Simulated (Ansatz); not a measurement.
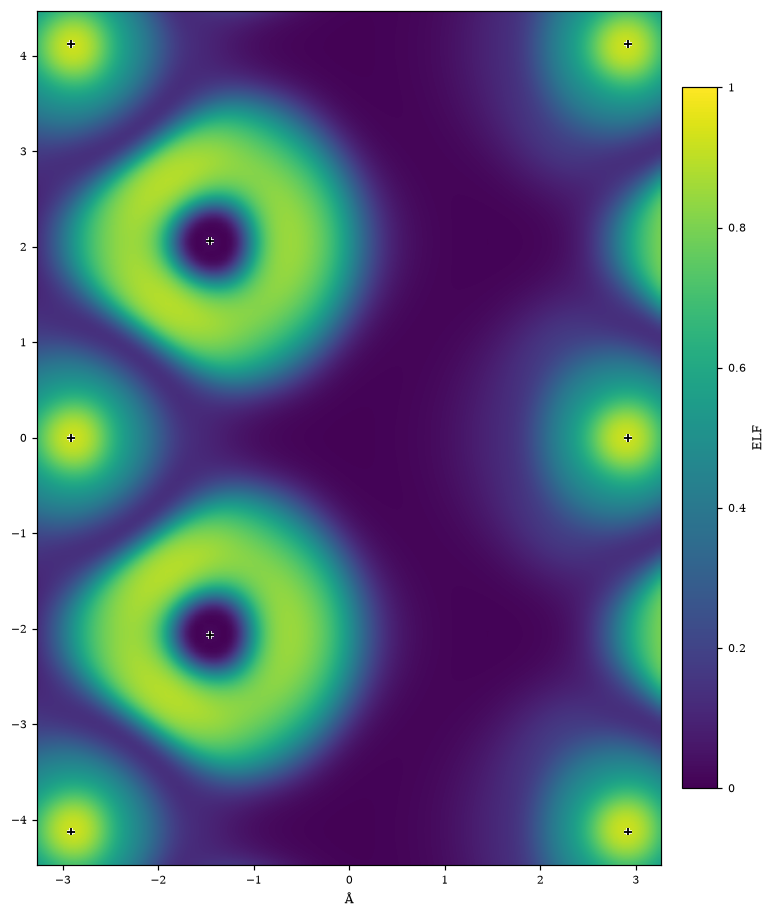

The ELF on a plane through atoms (crosses mark nuclei in the plane).

The calculation used Ansatz, DFT r2SCAN, scalar-relativistic, plane waves, PAW.

Candidates:
A. CdS, a = 5.83 Å, b = 5.83 Å, c = 5.83 Å, α = 90.00°, β = 90.00°, γ = 90.00°. Space group F-43m.
B. AlN, a = 3.11 Å, b = 3.11 Å, c = 4.98 Å, α = 90.00°, β = 90.00°, γ = 120.00°. Space group P6₃mc.

**Which system is this?**

Candidate A: CdS on the (101) plane of the conventional cell, which holds Cd and S. Cd–S (2.53 Å): the ELF peaks at about 0.90 in the valence shell of S, 0.8 Å from its nucleus, and is about 0.35 at the midpoint.
